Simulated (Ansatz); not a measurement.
Consider Rh (interface cell).

The calculation's input:

```
crystal:
  lattice:
    - [2.7082034564, 0.0, 0.0]
    - [0.0, 11.4899341732, 0.0]
    - [0.0, 0.0, 16.5492207384]
  atoms:
    - { symbol: Rh, position: [1.0, 0.5555555556, 0.095350706] }
    - { symbol: Rh, position: [1.0, 0.1111111111, 0.2044476235] }
    - { symbol: Rh, position: [1.0, 0.6666666667, 0.3135445411] }
    - { symbol: Rh, position: [1.0, 0.2222222222, 0.4226414587] }
    - { symbol: Rh, position: [1.0, 0.7777777778, 0.0408022472] }
    - { symbol: Rh, position: [1.0, 0.3333333333, 0.1498991648] }
    - { symbol: Rh, position: [1.0, 0.8888888889, 0.2589960823] }
    - { symbol: Rh, position: [1.0, 0.4444444444, 0.3680929999] }
    - { symbol: Rh, position: [0.5, 0.3888888889, 0.0135280178] }
    - { symbol: Rh, position: [0.5, 0.9444444444, 0.1226249354] }
    - { symbol: Rh, position: [0.5, 0.5, 0.2317218529] }
    - { symbol: Rh, position: [0.5, 0.0555555556, 0.3408187705] }
    - { symbol: Rh, position: [0.5, 0.6111111111, 0.4499156881] }
    - { symbol: Rh, position: [0.5, 0.1666666667, 0.0680764766] }
    - { symbol: Rh, position: [0.5, 0.7222222222, 0.1771733942] }
    - { symbol: Rh, position: [0.5, 0.2777777778, 0.2862703117] }
    - { symbol: Rh, position: [0.5, 0.8333333333, 0.3953672293] }
    - { symbol: Rh, position: [0.0, 1.0, 0.4771899175] }
    - { symbol: Rh, position: [1.0, 0.0555555556, 0.8955854232] }
    - { symbol: Rh, position: [1.0, 0.6111111111, 0.7864885056] }
    - { symbol: Rh, position: [1.0, 0.1666666667, 0.677391588] }
    - { symbol: Rh, position: [1.0, 0.7222222222, 0.5682946704] }
    - { symbol: Rh, position: [1.0, 0.2777777778, 0.9501338819] }
    - { symbol: Rh, position: [1.0, 0.8333333333, 0.8410369644] }
    - { symbol: Rh, position: [1.0, 0.3888888889, 0.7319400468] }
    - { symbol: Rh, position: [1.0, 0.9444444444, 0.6228431292] }
    - { symbol: Rh, position: [0.5, 0.8888888889, 0.9774081113] }
    - { symbol: Rh, position: [0.5, 0.4444444444, 0.8683111938] }
    - { symbol: Rh, position: [0.5, 0.0, 0.7592142762] }
    - { symbol: Rh, position: [0.5, 0.5555555556, 0.6501173586] }
    - { symbol: Rh, position: [0.5, 0.1111111111, 0.541020441] }
    - { symbol: Rh, position: [0.5, 0.6666666667, 0.9228596525] }
    - { symbol: Rh, position: [0.5, 0.2222222222, 0.813762735] }
    - { symbol: Rh, position: [0.5, 0.7777777778, 0.7046658174] }
    - { symbol: Rh, position: [0.5, 0.3333333333, 0.5955688998] }
    - { symbol: Rh, position: [0.0, 0.5, 0.5137462116] }
basis:
  ecutwfc: 420
kpoints:
  mp_grid: { grid: [12, 4, 2] }
hamiltonian:
  xc: pbe
scf:
  occupations: { method: gaussian, width: 0.1 }
output:
  forces: true
  stress: true
  eigenvalues: true
  populations: true
  write_density: true
  write_potential: true
  elf: true
  volumetric_format: npy
relax:
  adjacent_minimum: "off"
  f_tol: 0.02
  max_steps: 60
  cell: { fix: [a, b, alpha, beta, gamma], stress_tol: 0.1 }
```

Launched as:

```sh
ansatz run input.yaml --threads 4 --pin off --max-ram 11264MiB --backend cpu --events-out ev --progress --plain --runs-dir out
```

The fields are those of the run's last geometry, not of the input's.

Computed without spin polarisation.

The calculation used DFT PBE, scalar-relativistic, plane waves, PAW in Ansatz.

### What will maps of the valence pseudo-density and electron localisation function show?

Rh–Rh (2.53 Å): ρ at the midpoint is about 0.5 e/Å³; the ELF is about 0.30 at the midpoint: no localised pair shows between them.
Rh–Rh (2.63 Å): ρ at the midpoint is about 0.41 e/Å³; the ELF is about 0.30 at the midpoint (no shared electron pair shows on this line).
Rh–Rh (2.65 Å): the density is about 0.38 e/Å³ at the midpoint; the ELF is about 0.25 at the midpoint: no localised pair shows between them.
Rh–Rh (2.73 Å): the density is about 0.34 e/Å³ at the midpoint; the ELF is about 0.25 at the midpoint (no localised pair shows between them).

### Does the calculation give a band gap?

It is metallic or semimetallic at this level of theory: no gap opens.

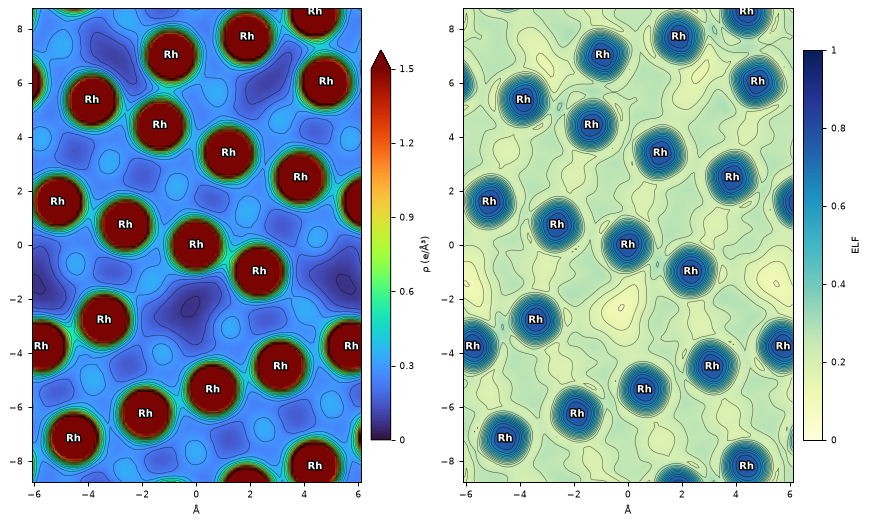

Computed valence pseudo-density and electron localisation function on the (100) plane of the calculation cell, in this order. 
